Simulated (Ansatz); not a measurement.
## Run report: AlCu4, geometry relaxation (part 2 of 2)

AlCu4 (P2₁3, 20 atoms in the cell); DFT r2SCAN, scalar-relativistic, plane waves, PAW, no spin polarisation (Ansatz 0.2.0); cutoff 500 eV, 6×6×6 k-mesh, Gaussian smearing of 0.1 eV. The structure derives from a Materials Project entry. It belongs to a series of runs on one base structure; here: volume × 1.03, shape and atoms relaxed.

Geometry of the input (Å; fractional positions):
```
6.3079  0.0000  0.0000
0.0000  6.3079  0.0000
0.0000  0.0000  6.3079
Al 0.4398  0.9398  0.5602
Al 0.9398  0.5602  0.4398
Al 0.5602  0.4398  0.9398
Al 0.0602  0.0602  0.0602
Cu 0.8086  0.3086  0.1914
Cu 0.3086  0.1914  0.8086
Cu 0.1914  0.8086  0.3086
Cu 0.6914  0.6914  0.6914
Cu 0.0477  0.8754  0.7009
Cu 0.2991  0.5477  0.6246
Cu 0.3754  0.7991  0.9523
Cu 0.5477  0.6246  0.2991
Cu 0.7991  0.9523  0.3754
Cu 0.8754  0.7009  0.0477
Cu 0.9523  0.3754  0.7991
Cu 0.7009  0.0477  0.8754
Cu 0.6246  0.2991  0.5477
Cu 0.4523  0.1246  0.2009
Cu 0.2009  0.4523  0.1246
Cu 0.1246  0.2009  0.4523
```

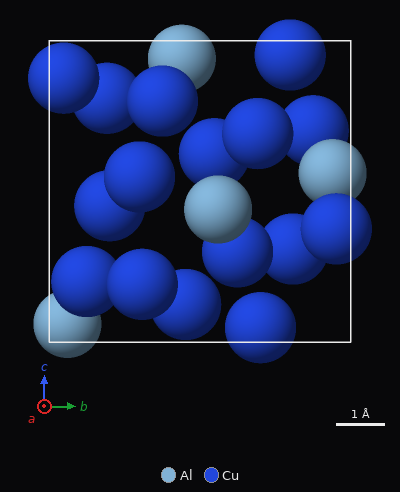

Fig. 1: The geometry at step 2 of the log (spheres-only view of the cell of the calculation, along the a axis).

Output, continued
```
  k-point 1: bands = ["-102.5958", "-102.5958", "-102.5958", "-102.5958", "-102.0403", "-102.0378", "-102.0373", "-102.0373", "-102.0368", "-102.0368", "-102.0363", "-102.0352", "-102.0351", "-102.0348", "-102.0344", "-102.0344", "-58.4503", "-58.4502", "-58.4501", "-58.4499", "-58.4498", "-58.4498", "-58.4497", "-58.4496", "-58.3243", "-58.3241", "-58.3240", "-58.3240", "-57.9217", "-57.9213", "-57.9211", "-57.9186", "-57.9154", "-57.9151", "-57.9141", "-57.9138", "-57.9133", "-57.9059", "-57.9056", "-57.9056",
      "-57.8823", "-57.8814", "-57.8806", "-57.8784", "-57.8724", "-57.8708", "-57.8695", "-57.8659", "-57.8656", "-57.8637", "-57.8630", "-57.8629", "-57.8063", "-57.8049", "-57.7998", "-57.7984", "-57.7862", "-57.7855", "-57.7830", "-57.7765", "-57.7764", "-57.7732", "-57.7714", "-57.7701", "4.0813", "6.4397", "7.1791", "7.3923", "7.9729", "8.1386", "8.6385", "8.9795", "9.2185", "9.3957", "9.4787", "9.6694", "9.6711", "9.7402", "9.8257", "9.9533",
      "10.0326", "10.0401", "10.1036", "10.3117", "10.3172", "10.3360", "10.4003", "10.4041", "10.4476", "10.5020", "10.5313", "10.5369", "10.5957", "10.6090", "10.6519", "10.6684", "10.6743", "10.7443", "10.7554", "10.7750", "10.8369", "10.8857", "10.9697", "10.9869", "11.0170", "11.0903", "11.1484", "11.1603", "11.1933", "11.2391", "11.2596", "11.2731", "11.2936", "11.3539", "11.4066", "11.4285", "11.4291", "11.5272", "11.5386", "11.5684",
      "11.5727", "11.6008", "11.6206", "11.7230", "11.7394", "11.8466", "11.8482", "11.8747", "11.8915", "11.9323", "11.9408", "11.9525", "11.9886", "12.0110", "12.0248", "12.0394", "12.0528", "12.1171", "12.1352", "12.1362", "12.2135", "12.2405", "12.2593", "12.2797", "12.2846", "12.4062", "12.4448", "12.4847", "12.5299", "12.5360", "12.7075", "13.0603", "13.1880", "13.4596", "13.5311", "13.7678", "13.7747", "14.1099", "14.3330", "14.6605",
      "14.7266", "15.3944", "15.8306", "16.8647", "17.0357", "17.0821", "17.6140", "18.5273", "18.8648", "18.8852", "19.6092", "20.0451", "21.6350", "21.7056", "21.7695", "21.7865", "22.4598", "22.6914", "22.7384", "22.9698", "23.2899", "23.5370", "23.7468", "24.0858", "24.1090", "24.2916", "24.6468", "24.8489", "24.8541", "25.2686"]
  k-point 2: bands = ["-102.5958", "-102.5958", "-102.5958", "-102.5958", "-102.0399", "-102.0386", "-102.0374", "-102.0373", "-102.0366", "-102.0365", "-102.0361", "-102.0355", "-102.0351", "-102.0346", "-102.0345", "-102.0344", "-58.4503", "-58.4501", "-58.4501", "-58.4500", "-58.4499", "-58.4498", "-58.4496", "-58.4495", "-58.3243", "-58.3242", "-58.3240", "-58.3240", "-57.9218", "-57.9212", "-57.9209", "-57.9202", "-57.9152", "-57.9146", "-57.9143", "-57.9139", "-57.9109", "-57.9070", "-57.9057", "-57.9057",
      "-57.8823", "-57.8812", "-57.8799", "-57.8797", "-57.8728", "-57.8710", "-57.8680", "-57.8662", "-57.8658", "-57.8644", "-57.8627", "-57.8627", "-57.8075", "-57.8069", "-57.7962", "-57.7949", "-57.7884", "-57.7878", "-57.7812", "-57.7772", "-57.7763", "-57.7748", "-57.7707", "-57.7695", "4.4071", "5.6385", "7.3684", "7.5419", "8.1904", "8.2272", "8.5897", "9.0307", "9.1023", "9.1688", "9.3262", "9.4497", "9.6309", "9.7953", "9.8380", "9.9664",
      "10.1367", "10.1625", "10.2115", "10.2920", "10.2959", "10.3258", "10.3502", "10.3699", "10.4076", "10.4330", "10.4728", "10.5043", "10.6236", "10.6310", "10.6670", "10.7360", "10.7565", "10.7708", "10.7866", "10.8001", "10.8419", "10.8949", "10.9660", "11.0535", "11.0542", "11.1005", "11.1118", "11.1650", "11.1747", "11.1947", "11.2553", "11.2789", "11.3029", "11.3364", "11.3653", "11.3910", "11.3956", "11.5294", "11.5616", "11.5730",
      "11.5968", "11.6294", "11.7199", "11.7536", "11.7997", "11.8090", "11.8401", "11.8707", "11.8920", "11.9409", "11.9512", "11.9713", "12.0052", "12.0225", "12.0283", "12.0434", "12.0905", "12.0927", "12.1451", "12.1644", "12.1895", "12.2047", "12.3073", "12.3113", "12.3297", "12.3569", "12.4193", "12.4448", "12.4974", "12.5569", "12.7287", "12.8260", "13.0272", "13.1037", "13.3899", "13.7676", "13.7864", "14.1145", "14.3463", "15.3451",
      "15.4340", "15.8390", "16.1447", "16.2369", "17.1183", "17.5427", "17.7387", "17.9820", "19.7407", "19.9863", "20.1309", "20.6941", "20.8513", "20.9643", "21.1322", "21.2949", "21.8941", "22.0731", "22.2481", "22.2647", "22.5077", "22.8653", "23.2614", "23.4050", "24.0555", "24.2802", "24.3705", "24.4010", "24.9479", "25.1136"]
  k-point 23: bands = ["-102.5958", "-102.5958", "-102.5958", "-102.5958", "-102.0384", "-102.0384", "-102.0384", "-102.0384", "-102.0363", "-102.0363", "-102.0363", "-102.0363", "-102.0344", "-102.0344", "-102.0344", "-102.0344", "-58.4501", "-58.4501", "-58.4501", "-58.4501", "-58.4497", "-58.4497", "-58.4497", "-58.4497", "-58.3241", "-58.3241", "-58.3241", "-58.3241", "-57.9212", "-57.9212", "-57.9212", "-57.9212", "-57.9141", "-57.9141", "-57.9141", "-57.9141", "-57.9075", "-57.9075", "-57.9075", "-57.9075",
      "-57.8818", "-57.8818", "-57.8818", "-57.8818", "-57.8665", "-57.8665", "-57.8665", "-57.8665", "-57.8660", "-57.8660", "-57.8660", "-57.8660", "-57.8036", "-57.8036", "-57.8036", "-57.8036", "-57.7782", "-57.7782", "-57.7782", "-57.7782", "-57.7759", "-57.7759", "-57.7759", "-57.7759", "6.2969", "6.2969", "6.2969", "6.2969", "7.4470", "7.4470", "7.4470", "7.4470", "9.6071", "9.6071", "9.6071", "9.6071", "9.7882", "9.7882", "9.7882", "9.7882",
      "10.1365", "10.1365", "10.1365", "10.1365", "10.4409", "10.4409", "10.4409", "10.4409", "10.5099", "10.5099", "10.5099", "10.5099", "10.6711", "10.6711", "10.6711", "10.6711", "10.8887", "10.8887", "10.8887", "10.8887", "11.0626", "11.0626", "11.0626", "11.0626", "11.0801", "11.0801", "11.0801", "11.0801", "11.2540", "11.2540", "11.2540", "11.2540", "11.4036", "11.4036", "11.4036", "11.4036", "11.5598", "11.5598", "11.5598", "11.5598",
      "11.6482", "11.6482", "11.6482", "11.6482", "11.7684", "11.7684", "11.7684", "11.7684", "11.8872", "11.8872", "11.8872", "11.8872", "12.0189", "12.0189", "12.0189", "12.0189", "12.0894", "12.0894", "12.0894", "12.0894", "12.2173", "12.2173", "12.2173", "12.2173", "12.3238", "12.3238", "12.3238", "12.3238", "12.5257", "12.5257", "12.5257", "12.5257", "14.7889", "14.7889", "14.7889", "14.7889", "15.1232", "15.1232", "15.1232", "15.1232",
      "16.9018", "16.9018", "16.9018", "16.9018", "17.2857", "17.2857", "17.2857", "17.2857", "18.3300", "18.3300", "18.3300", "18.3300", "18.5423", "18.5423", "18.5423", "18.5423", "22.9126", "22.9126", "22.9126", "22.9126", "23.6058", "23.6058", "23.6058", "23.6058", "24.0170", "24.0170", "24.0170", "24.0170", "24.9344", "24.9344"]
--- Relaxed structure (2 steps of the walk, 2 accepted, 0 SCFs on fresh bases) ---
  F+E_penalty+E_count = -108263.88146741 eV   max|allowed force component| = 7.967e-3 eV/Å
  atoms:
    - { symbol: Al, position: [0.43979763767026814, 0.939797637670268, 0.5602023623297318] }
    - { symbol: Al, position: [0.939797637670268, 0.5602023623297318, 0.43979763767026814] }
    - { symbol: Al, position: [0.5602023623297318, 0.43979763767026814, 0.939797637670268] }
    - { symbol: Al, position: [0.06020236232973184, 0.06020236232973184, 0.06020236232973184] }
    - { symbol: Cu, position: [0.8085690955999866, 0.30856909559998663, 0.1914309044000133] }
    - { symbol: Cu, position: [0.30856909559998663, 0.1914309044000133, 0.8085690955999866] }
    - { symbol: Cu, position: [0.1914309044000133, 0.8085690955999866, 0.30856909559998663] }
    - { symbol: Cu, position: [0.6914309044000133, 0.6914309044000133, 0.6914309044000133] }
    - { symbol: Cu, position: [0.047750004468039786, 0.8753652214270158, 0.7007554230747097] }
    - { symbol: Cu, position: [0.29924457692529016, 0.5477500044680397, 0.6246347785729841] }
    - { symbol: Cu, position: [0.3753652214270157, 0.7992445769252902, 0.9522499955319602] }
    - { symbol: Cu, position: [0.5477500044680397, 0.6246347785729841, 0.29924457692529016] }
    - { symbol: Cu, position: [0.7992445769252902, 0.9522499955319602, 0.3753652214270157] }
    - { symbol: Cu, position: [0.8753652214270158, 0.7007554230747097, 0.047750004468039786] }
    - { symbol: Cu, position: [0.9522499955319602, 0.3753652214270157, 0.7992445769252902] }
    - { symbol: Cu, position: [0.7007554230747097, 0.047750004468039786, 0.8753652214270158] }
    - { symbol: Cu, position: [0.6246347785729841, 0.29924457692529016, 0.5477500044680397] }
    - { symbol: Cu, position: [0.45224999553196016, 0.12463477857298415, 0.20075542307470978] }
    - { symbol: Cu, position: [0.20075542307470978, 0.45224999553196016, 0.12463477857298415] }
    - { symbol: Cu, position: [0.12463477857298415, 0.20075542307470978, 0.45224999553196016] }
```

Trajectory as extended XYZ (Å, eV, eV/Å), 2 frames, from step=1 to step=2
```
20
Lattice="6.3079 0.0000 0.0000 0.0000 6.3079 0.0000 0.0000 0.0000 6.3079" Properties=species:S:1:pos:R:3:forces:R:3 step=1 energy=-108263.88133
Al    2.7741    5.9281    3.5338   -0.0045  -0.0045   0.0045
Al    5.9281    3.5338    2.7741   -0.0045   0.0045  -0.0045
Al    3.5338    2.7741    5.9281    0.0045  -0.0045  -0.0045
Al    0.3798    0.3798    0.3798    0.0045   0.0045   0.0045
Cu    5.1008    1.9469    1.2071   -0.0039  -0.0039   0.0039
Cu    1.9469    1.2071    5.1008   -0.0039   0.0039  -0.0039
Cu    1.2071    5.1008    1.9469    0.0039  -0.0039  -0.0039
Cu    4.3610    4.3610    4.3610    0.0039   0.0039   0.0039
Cu    0.3007    5.5217    4.4210    0.0062  -0.0007  -0.0122
Cu    1.8869    3.4547    3.9401    0.0122   0.0062   0.0007
Cu    2.3678    5.0408    6.0072   -0.0007   0.0122  -0.0062
Cu    3.4547    3.9401    1.8869    0.0062   0.0007   0.0122
Cu    5.0408    6.0072    2.3678    0.0122  -0.0062  -0.0007
Cu    5.5217    4.4210    0.3007   -0.0007  -0.0122   0.0062
Cu    6.0072    2.3678    5.0408   -0.0062  -0.0007   0.0122
Cu    4.4210    0.3007    5.5217   -0.0122   0.0062  -0.0007
Cu    3.9401    1.8869    3.4547    0.0007   0.0122   0.0062
Cu    2.8532    0.7862    1.2671   -0.0062   0.0007  -0.0122
Cu    1.2671    2.8532    0.7862   -0.0122  -0.0062   0.0007
Cu    0.7862    1.2671    2.8532    0.0007  -0.0122  -0.0062
20
Lattice="6.3079 0.0000 0.0000 0.0000 6.3079 0.0000 0.0000 0.0000 6.3079" Properties=species:S:1:pos:R:3:forces:R:3 step=2 energy=-108263.88147
Al    2.7742    5.9282    3.5337   -0.0025  -0.0025   0.0025
Al    5.9282    3.5337    2.7742   -0.0025   0.0025  -0.0025
Al    3.5337    2.7742    5.9282    0.0025  -0.0025  -0.0025
Al    0.3798    0.3798    0.3798    0.0025   0.0025   0.0025
Cu    5.1004    1.9464    1.2075   -0.0033  -0.0033   0.0033
Cu    1.9464    1.2075    5.1004   -0.0033   0.0033  -0.0033
Cu    1.2075    5.1004    1.9464    0.0033  -0.0033  -0.0033
Cu    4.3615    4.3615    4.3615    0.0033   0.0033   0.0033
Cu    0.3012    5.5217    4.4203    0.0041  -0.0004  -0.0080
Cu    1.8876    3.4552    3.9401    0.0080   0.0041   0.0004
Cu    2.3678    5.0416    6.0067   -0.0004   0.0080  -0.0041
Cu    3.4552    3.9401    1.8876    0.0041   0.0004   0.0080
Cu    5.0416    6.0067    2.3678    0.0080  -0.0041  -0.0004
Cu    5.5217    4.4203    0.3012   -0.0004  -0.0080   0.0041
Cu    6.0067    2.3678    5.0416   -0.0041  -0.0004   0.0080
Cu    4.4203    0.3012    5.5217   -0.0080   0.0041  -0.0004
Cu    3.9401    1.8876    3.4552    0.0004   0.0080   0.0041
Cu    2.8528    0.7862    1.2663   -0.0041   0.0004  -0.0080
Cu    1.2663    2.8528    0.7862   -0.0080  -0.0041   0.0004
Cu    0.7862    1.2663    2.8528    0.0004  -0.0080  -0.0041
```

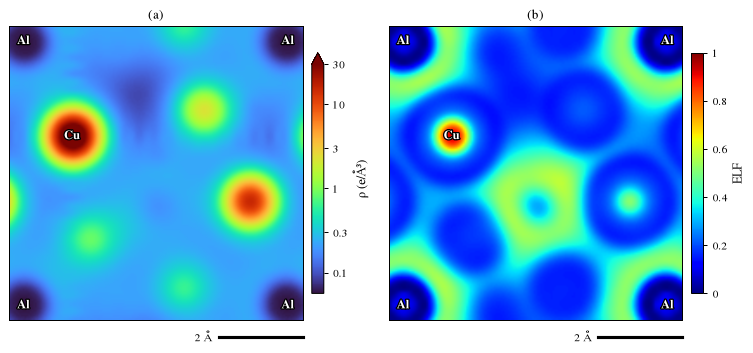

Fig. 2: (a) valence electron density; (b) electron localisation function on the (100) plane of the conventional cell. Al–Cu (2.55 Å): ρ is about 0.27 e/Å³ halfway; the ELF is about 0.40 at the midpoint (nearly free electrons, as in a simple metal). Away from the nuclei the density in this plane falls to 0.09 e/Å³ at its lowest. The strong features right at Cu lie inside the PAW spheres (semicore, d or f shells) and say nothing about bonding. Core electrons are frozen (PAW), so the fields are smoothed inside the atomic spheres.

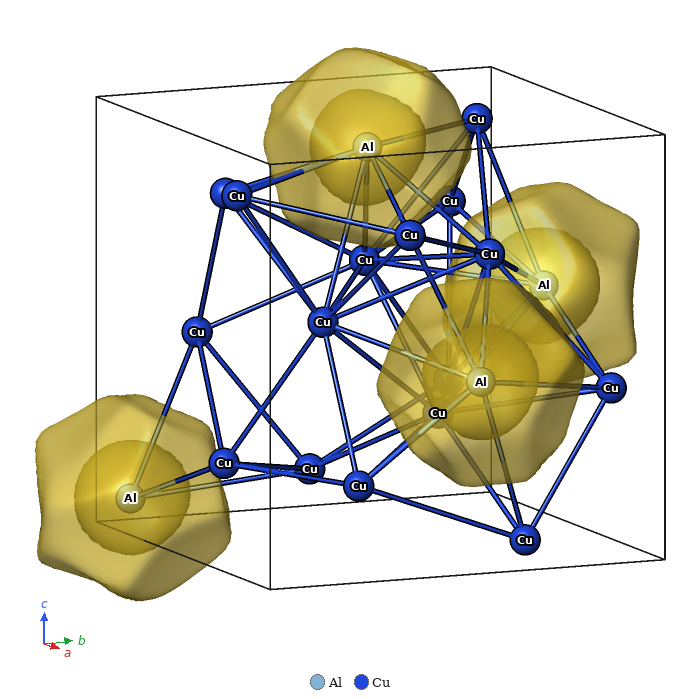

Fig. 3: Isosurface of the electron localisation function at 0.4 (yellow), seen slightly off an axis. Core shells and regions of very low density are left out. Sticks mark near contacts. The outline is the cell set on symmetry axes. Values along the shortest contacts: Cu–Cu (2.53 Å): the ELF is about 0.25 at the midpoint (no localised pair between them).

Summary

| quantity | value |
| --- | --- |
| outcome | converged |
| space group (tolerance 0.01 Å) | P2₁3 (198) |
| electrons treated | 316 |
| free energy | −108263.8815 eV |
| Fermi energy | 14.403 eV |
| gap on the k-point mesh | none (metallic) |
| pressure | −3.98 GPa |
| final volume | 250.99 Å³ |
| largest force (length of the vector) at the end | 0.009 eV/Å |
| final cell | a = 6.308 Å, b = 6.308 Å, c = 6.308 Å, α = 90.00°, β = 90.00°, γ = 90.00° |
| wall time | 2 min (CPU time 7.5 min) |
| peak memory | 2.8 GiB |

Notes

Warnings of the run: the SCF threshold is looser than advised for the printed stress.
